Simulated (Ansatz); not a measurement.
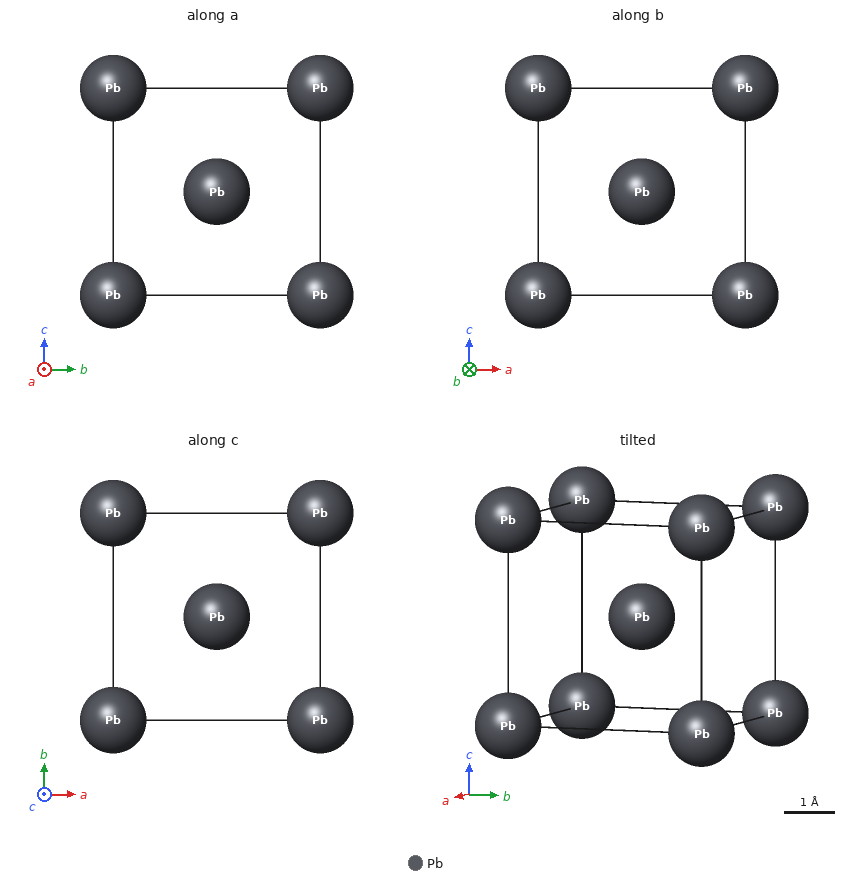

Spheres-only representation of a periodic structure, projected along the a axis, along the b axis, along the c axis and slightly off an axis. The box is the conventional unit cell; atoms on or close to its faces, edges and corners are drawn wherever they repeat.

Lattice parameters: a = 4.167 Å, b = 4.167 Å, c = 4.167 Å, α = 90.00°, β = 90.00°, γ = 90.00°.

**Put the structure into a table of Wyckoff sites.**

Space group Im-3m (No. 229).
```json
{"atom": "Pb", "site": "2a", "x": "0.0000", "y": "0.0000", "z": "0.0000"}
```

It derives from a structure type filled with this element by a generator (whether the element takes this form wasn't checked). Earlier steps of the study may have refined or changed the cell and positions. It went into a calculation with Ansatz.
